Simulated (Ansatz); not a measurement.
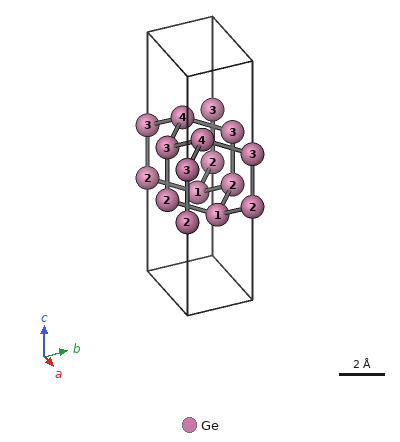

Fig. 1: The starting structure (ball-and-stick view of the 2 × 1 repeat of the cell, with the vacuum cut short, seen slightly off an axis; atoms are numbered from 1 in the order of the input). An atom can appear more than once, as a periodic image. Near neighbours in the periodic cell (some may lie outside the picture): Ge has 3 Ge at 2.43 Å; Ge has 4 Ge at 2.43 Å.

Run report: Ge, geometry relaxation (part 1 of 2)

Ge (slab, 4 atoms in the cell), computed with DFT LDA, scalar-relativistic, plane waves, PAW, PAW set soft_1, no spin polarisation (Ansatz 0.2.0).

The structure derives from an entry of the Crystallography Open Database. The input holds or restrains some coordinates. Forces given for the steps count only the free coordinates. Figures and captions count atoms from 1; the log counts them from 0 in places.

### What the program printed
```
Warning: [file] the record states the generating functional pbe (its physics header spells it `PBE`), which answers neither for hamiltonian.xc's functional nor for the lda family's — results may be inconsistent (PPs are generated against a specific XC)
Engine: ansatz 0.2.0, aarch64-unknown-linux-gnu
Pseudopotentials: kind: paw
Pseudopotential: Ge, paw, valence charge 14, recommended cutoff 420 eV (normal), [file]
Functional definition: SPW92
  exchange = slater_x
  correlation = pw_c
Crystal: 4 atoms, lattice volume = 247.080 Å³
Basis set: ecut = 420 eV, 4849 PW (Γ)
Bands: 34, of which v1, the nominal top of the filled ones, is band 28 counted from 1 (27 counted from 0)
Symmetry: 6 space group operations
k-points: 12 of 81 (time reversal used)
Non-local potential: Ge, projectors of the file, l = 0: 2, l = 1: 2, l = 2: 3, l = 3: 1
PAW form: soft (Blöchl's): semilocal exchange-correlation on the pseudo side does not see the compensation charge
PAW frozen core: Ge, regenerated for the run's functional, and the local potential with it (the file was generated under x = pbe(κ = 0.804, μ = 0.2195149727645171), c = pbe(β = 0.06672455060314922))
PAW one-centre angular grid: Ge, 590 points (default); XC on 64 Gauss nodes
Initial density: superposition of atomic densities (neutral atoms: chi_scale 0, normalization atom)
Initial wavefunctions: pseudopotential atomic-orbital guess
Functional: x = slater, c = lda
iter 1 solved again at ethr=2.35e-3 eV; its pass at ethr=3.10e-3 eV (dr2=1.31e0 eV) is discarded
SCF iter   1: F=—  HF=-16861.425445 eV  |F-HF|=—  |Δ(HF+E_count)|=         —  Δρ=1.91e-2  dr2=1.33e0  ethr=2.35e-3  p=-0.000 e·Å  D=-3.09e-14 V/Å  ΔV_dip=0.00 eV  dr2_dipole=1.24e-11  V_vac-E_F(+/−)=6.24/6.24 eV  ⟨swp⟩=1.0  Hψ=2246  notcnv=0
efield: sawtooth ramp at fractional position 0.9800 (placed from the atoms, in the widest stretch of the axis that holds none; the zero of the levels goes with the place), width 0.0400; the density the first Hamiltonian is built on has a dipole p = -0.000 e·Å; the dipole correction subtracts the counter field D = -3.09e-14 V/Å, which shifts the + side's vacuum level by +0.00 eV against the − side's; the planar-averaged density in the ramp window peaks in size at 2.1e-6 e/Å³
preconditioner: auto → LDOS  [insulator: Δε(μ)=0.304 eV  Ē_g=22.232 eV  σ=0.100 eV  W_gap=0.74  n_scr=54 (ndim 8)  ℏωp=17.7 eV  f_vac=0.575  D(μ)=0.97/eV (n_scr^D=4)  ε∞_Penn≈1.6  β→1.0]
SCF iter   2: F=—  HF=-16861.097171 eV  |F-HF|=—  |Δ(HF+E_count)|=   3.28e-1  Δρ=6.30e-3  dr2=1.70e-1  ethr=2.35e-3  p=0.000 e·Å  D=3.12e-6 V/Å  ΔV_dip=-0.00 eV  dr2_dipole=2.46e-12  V_vac-E_F(+/−)=4.58/4.58 eV  ⟨swp⟩=4.1  Hψ=790  notcnv=0  defer=4
SCF iter   3: F=—  HF=-16861.057863 eV  |F-HF|=—  |Δ(HF+E_count)|=   3.93e-2  Δρ=1.21e-3  dr2=8.29e-3  ethr=3.03e-4  p=0.000 e·Å  D=5.64e-7 V/Å  ΔV_dip=-0.00 eV  dr2_dipole=5.39e-11  V_vac-E_F(+/−)=4.89/4.89 eV  ⟨swp⟩=3.8  Hψ=873  notcnv=0  defer=14
SCF iter   4: F=—  HF=-16861.055848 eV  |F-HF|=—  |Δ(HF+E_count)|=   2.02e-3  Δρ=3.32e-4  dr2=4.89e-4  ethr=1.48e-5  p=0.000 e·Å  D=8.78e-7 V/Å  ΔV_dip=-0.00 eV  dr2_dipole=3.12e-11  V_vac-E_F(+/−)=4.80/4.80 eV  ⟨swp⟩=2.1  Hψ=749  notcnv=0  defer=14
SCF iter   5: F=—  HF=-16861.055688 eV  |F-HF|=—  |Δ(HF+E_count)|=   1.60e-4  Δρ=9.90e-5  dr2=3.18e-5  ethr=8.73e-7  p=-0.000 e·Å  D=-9.81e-9 V/Å  ΔV_dip=0.00 eV  dr2_dipole=3.35e-12  V_vac-E_F(+/−)=4.78/4.78 eV  ⟨swp⟩=2.0  Hψ=740  notcnv=0  defer=14
SCF iter   6: F=-16861.055673 eV  HF=-16861.055673 eV  |F-HF|=5.60e-7  |Δ(HF+E_count)|=   1.49e-5  Δρ=2.53e-5  dr2=2.48e-6  ethr=4.02e-8  p=0.000 e·Å  D=4.37e-8 V/Å  ΔV_dip=-0.00 eV  dr2_dipole=7.35e-14  V_vac-E_F(+/−)=4.78/4.78 eV  ⟨swp⟩=12.1  Hψ=2128  notcnv=0
SCF 1 converged in 6 iterations: F = -16861.055673 eV  dr2 = 2.48e-6
  greatest PAW one-centre occupation: 0.998 electrons in one spin orbital (limit 2), on the Ge atom at site 0 (counted from 0), in its partial waves of l = 2
relax step   1: F+E_penalty+E_count = -16861.05567261 eV  Δ(F+E_penalty+E_count) = +0.000e0 eV  max|allowed force component| = 8.515e-1 eV/Å  Δτ_max = 0.0000 Å  (6 SCF iters, dr2 threshold 2.25e-5 eV, accepted)
Initial density: handed on by an earlier stage of this run
Initial wavefunctions: those handed on with the density
iter 1 solved again at ethr=3.57e-5 eV; its pass at ethr=3.10e-3 eV (dr2=2.00e-2 eV) is discarded
SCF iter   1: F=—  HF=-16861.098997 eV  |F-HF|=—  |Δ(HF+E_count)|=         —  Δρ=2.29e-3  dr2=1.75e-2  ethr=3.57e-5  p=0.000 e·Å  D=1.16e-7 V/Å  ΔV_dip=-0.00 eV  dr2_dipole=2.11e-3  V_vac-E_F(+/−)=4.82/4.82 eV  ⟨swp⟩=1.8  Hψ=1377  notcnv=0  defer=16
efield: sawtooth ramp at fractional position 0.9800 (handed on by an earlier solve), width 0.0400; the density the first Hamiltonian is built on has a dipole p = 0.000 e·Å; the dipole correction subtracts the counter field D = 1.16e-7 V/Å, which shifts the + side's vacuum level by -0.00 eV against the − side's; the planar-averaged density in the ramp window peaks in size at 1.8e-6 e/Å³
preconditioner: auto → LDOS  [insulator: Δε(μ)=0.220 eV  Ē_g=22.191 eV  σ=0.100 eV  W_gap=0.87  n_scr=54 (ndim 8)  ℏωp=17.7 eV  f_vac=0.587  D(μ)=0.30/eV (n_scr^D=2)  ε∞_Penn≈1.6  β→1.0]
SCF iter   2: F=—  HF=-16861.098903 eV  |F-HF|=—  |Δ(HF+E_count)|=   9.40e-5  Δρ=1.21e-3  dr2=1.79e-2  ethr=3.12e-5  p=0.008 e·Å  D=5.67e-3 V/Å  ΔV_dip=-0.10 eV  dr2_dipole=2.86e-3  V_vac-E_F(+/−)=4.80/4.91 eV  ⟨swp⟩=2.1  Hψ=784  notcnv=0  defer=16
SCF iter   3: F=—  HF=-16861.096005 eV  |F-HF|=—  |Δ(HF+E_count)|=   2.90e-3  Δρ=2.13e-4  dr2=2.36e-4  ethr=3.12e-5  p=0.003 e·Å  D=2.52e-3 V/Å  ΔV_dip=-0.05 eV  dr2_dipole=3.84e-5  V_vac-E_F(+/−)=4.80/4.85 eV  ⟨swp⟩=2.0  Hψ=462  notcnv=0  defer=15
SCF iter   4: F=-16861.095949 eV  HF=-16861.095977 eV  |F-HF|=2.87e-5  |Δ(HF+E_count)|=   2.77e-5  Δρ=4.57e-5  dr2=2.21e-5  ethr=8.09e-8  p=0.004 e·Å  D=3.14e-3 V/Å  ΔV_dip=-0.06 eV  dr2_dipole=9.39e-6  V_vac-E_F(+/−)=4.80/4.85 eV  ⟨swp⟩=10.4  Hψ=2088  notcnv=0
SCF 2 converged in 4 iterations: F = -16861.095949 eV  dr2 = 2.21e-5
relax step   2: F+E_penalty+E_count = -16861.09594852 eV  Δ(F+E_penalty+E_count) = -4.028e-2 eV  max|allowed force component| = 3.103e-1 eV/Å  Δτ_max = 0.0786 Å  (4 SCF iters, dr2 threshold 4.53e-5 eV, accepted)
SCF iter   1: F=—  HF=-16861.105263 eV  |F-HF|=—  |Δ(HF+E_count)|=         —  Δρ=1.63e-3  dr2=7.23e-3  ethr=1.70e-4  p=0.004 e·Å  D=3.14e-3 V/Å  ΔV_dip=-0.06 eV  dr2_dipole=2.66e-4  V_vac-E_F(+/−)=4.81/4.86 eV  ⟨swp⟩=3.6  Hψ=861  notcnv=0  defer=16
efield: sawtooth ramp at fractional position 0.9800 (handed on by an earlier solve), width 0.0400; the density the first Hamiltonian is built on has a dipole p = 0.004 e·Å; the dipole correction subtracts the counter field D = 3.14e-3 V/Å, which shifts the + side's vacuum level by -0.06 eV against the − side's; the planar-averaged density in the ramp window peaks in size at 1.2e-6 e/Å³
preconditioner: auto → LDOS  [insulator: Δε(μ)=0.186 eV  Ē_g=22.186 eV  σ=0.100 eV  W_gap=0.80  n_scr=54 (ndim 8)  ℏωp=17.7 eV  f_vac=0.586  D(μ)=0.37/eV (n_scr^D=2)  ε∞_Penn≈1.6  β→1.0]
SCF iter   2: F=—  HF=-16861.105898 eV  |F-HF|=—  |Δ(HF+E_count)|=   6.35e-4  Δρ=9.27e-4  dr2=9.93e-3  ethr=1.29e-5  p=0.007 e·Å  D=5.31e-3 V/Å  ΔV_dip=-0.10 eV  dr2_dipole=4.80e-4  V_vac-E_F(+/−)=4.82/4.92 eV  ⟨swp⟩=2.0  Hψ=882  notcnv=0  defer=16
SCF iter   3: F=—  HF=-16861.104020 eV  |F-HF|=—  |Δ(HF+E_count)|=   1.88e-3  Δρ=1.64e-4  dr2=2.97e-4  ethr=1.29e-5  p=0.006 e·Å  D=4.27e-3 V/Å  ΔV_dip=-0.08 eV  dr2_dipole=4.05e-6  V_vac-E_F(+/−)=4.79/4.87 eV  ⟨swp⟩=2.1  Hψ=496  notcnv=0  defer=16
SCF iter   4: F=—  HF=-16861.103948 eV  |F-HF|=—  |Δ(HF+E_count)|=   7.18e-5  Δρ=3.55e-5  dr2=8.12e-6  ethr=5.30e-7  p=0.006 e·Å  D=4.49e-3 V/Å  ΔV_dip=-0.08 eV  dr2_dipole=1.68e-6  V_vac-E_F(+/−)=4.80/4.88 eV  ⟨swp⟩=2.0  Hψ=486  notcnv=0  defer=16
iter 5 did not close the SCF: its close was put off until two iterations running show no level that it waits for move by more than its bar (scf_convergence_deferred on its scf_iter line)
SCF iter   5: F=-16861.103940 eV  HF=-16861.103946 eV  |F-HF|=6.40e-6  |Δ(HF+E_count)|=   1.73e-6  Δρ=1.37e-5  dr2=4.45e-6  ethr=1.07e-8  p=0.006 e·Å  D=4.34e-3 V/Å  ΔV_dip=-0.08 eV  dr2_dipole=2.21e-6  V_vac-E_F(+/−)=4.80/4.88 eV  ⟨swp⟩=11.4  Hψ=1808  notcnv=0
iter 6 did not close the SCF: its close was put off until two iterations running show no level that it waits for move by more than its bar (scf_convergence_deferred on its scf_iter line)
SCF iter   6: F=-16861.103946 eV  HF=-16861.103946 eV  |F-HF|=6.54e-9  |Δ(HF+E_count)|=   3.11e-7  Δρ=4.03e-6  dr2=2.84e-8  ethr=7.95e-9  p=0.006 e·Å  D=4.43e-3 V/Å  ΔV_dip=-0.08 eV  dr2_dipole=3.07e-9  V_vac-E_F(+/−)=4.80/4.88 eV  ⟨swp⟩=3.7  Hψ=1321  notcnv=0
SCF iter   7: F=-16861.103946 eV  HF=-16861.103946 eV  |F-HF|=1.63e-9  |Δ(HF+E_count)|=   7.68e-9  Δρ=8.95e-7  dr2=1.60e-9  ethr=5.06e-11  p=0.006 e·Å  D=4.43e-3 V/Å  ΔV_dip=-0.08 eV  dr2_dipole=1.61e-10  V_vac-E_F(+/−)=4.80/4.88 eV  ⟨swp⟩=1.3  Hψ=1197  notcnv=0
SCF 3 converged in 7 iterations: F = -16861.103946 eV  dr2 = 1.60e-9
relax step   3: F+E_penalty+E_count = -16861.10394584 eV  Δ(F+E_penalty+E_count) = -7.997e-3 eV  max|allowed force component| = 3.342e-2 eV/Å  Δτ_max = 0.0552 Å  (7 SCF iters, dr2 threshold 6.02e-6 eV, accepted)
SCF iter   1: F=—  HF=-16861.104079 eV  |F-HF|=—  |Δ(HF+E_count)|=         —  Δρ=1.91e-4  dr2=1.19e-4  ethr=1.74e-6  p=0.006 e·Å  D=4.43e-3 V/Å  ΔV_dip=-0.08 eV  dr2_dipole=1.51e-5  V_vac-E_F(+/−)=4.80/4.88 eV  ⟨swp⟩=2.0  Hψ=752  notcnv=0  defer=15
efield: sawtooth ramp at fractional position 0.9800 (handed on by an earlier solve), width 0.0400; the density the first Hamiltonian is built on has a dipole p = 0.006 e·Å; the dipole correction subtracts the counter field D = 4.43e-3 V/Å, which shifts the + side's vacuum level by -0.08 eV against the − side's; the planar-averaged density in the ramp window peaks in size at 1.2e-6 e/Å³
preconditioner: auto → LDOS  [insulator: Δε(μ)=0.179 eV  Ē_g=22.187 eV  σ=0.100 eV  W_gap=0.78  n_scr=54 (ndim 8)  ℏωp=17.7 eV  f_vac=0.586  D(μ)=0.38/eV (n_scr^D=2)  ε∞_Penn≈1.6  β→1.0]
SCF iter   2: F=—  HF=-16861.104086 eV  |F-HF|=—  |Δ(HF+E_count)|=   6.83e-6  Δρ=1.12e-4  dr2=1.87e-4  ethr=2.13e-7  p=0.007 e·Å  D=4.93e-3 V/Å  ΔV_dip=-0.09 eV  dr2_dipole=3.65e-5  V_vac-E_F(+/−)=4.80/4.89 eV  ⟨swp⟩=2.2  Hψ=841  notcnv=0  defer=14
SCF iter   3: F=—  HF=-16861.104058 eV  |F-HF|=—  |Δ(HF+E_count)|=   2.80e-5  Δρ=2.16e-5  dr2=3.71e-6  ethr=2.13e-7  p=0.006 e·Å  D=4.57e-3 V/Å  ΔV_dip=-0.08 eV  dr2_dipole=1.33e-6  V_vac-E_F(+/−)=4.80/4.88 eV  ⟨swp⟩=2.0  Hψ=452  notcnv=0  defer=14
SCF iter   4: F=—  HF=-16861.104045 eV  |F-HF|=—  |Δ(HF+E_count)|=   1.24e-5  Δρ=7.31e-6  dr2=1.05e-6  ethr=6.63e-9  p=0.006 e·Å  D=4.69e-3 V/Å  ΔV_dip=-0.08 eV  dr2_dipole=4.94e-7  V_vac-E_F(+/−)=4.79/4.88 eV  ⟨swp⟩=2.0  Hψ=468  notcnv=0  defer=14
SCF iter   5: F=-16861.104045 eV  HF=-16861.104045 eV  |F-HF|=2.08e-8  |Δ(HF+E_count)|=   8.38e-8  Δρ=2.01e-6  dr2=2.54e-8  ethr=1.79e-10  p=0.006 e·Å  D=4.65e-3 V/Å  ΔV_dip=-0.08 eV  dr2_dipole=2.35e-9  V_vac-E_F(+/−)=4.80/4.88 eV  ⟨swp⟩=9.2  Hψ=1678  notcnv=0
SCF 4 converged in 5 iterations: F = -16861.104045 eV  dr2 = 2.54e-8
relax step   4: F+E_penalty+E_count = -16861.10404534 eV  Δ(F+E_penalty+E_count) = -9.950e-5 eV  max|allowed force component| = 1.586e-3 eV/Å  Δτ_max = 0.0067 Å  (5 SCF iters, accepted)
```

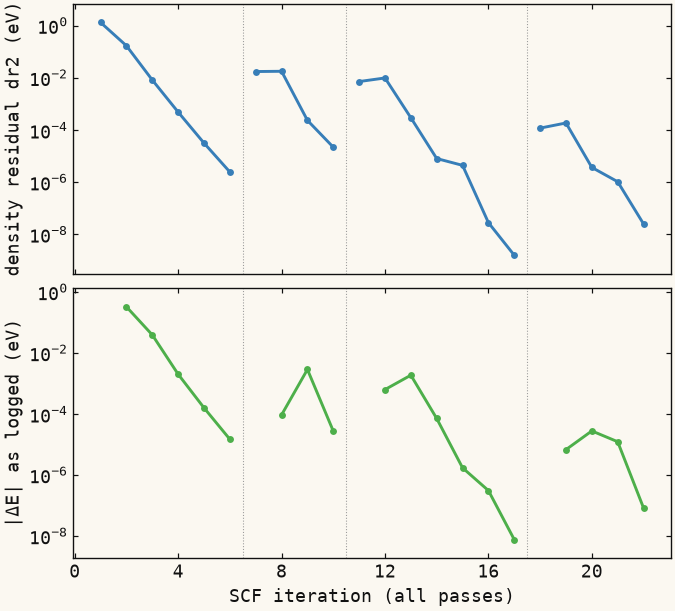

Fig. 2: Convergence of the self-consistent field: density residual dr2 and size of the energy change against the SCF iteration. The dotted lines part the SCF passes of the relaxation: geometry steps, rejected trials and re-solves on a re-selected basis. The passes take 6, 4, 7 and 5 iterations.
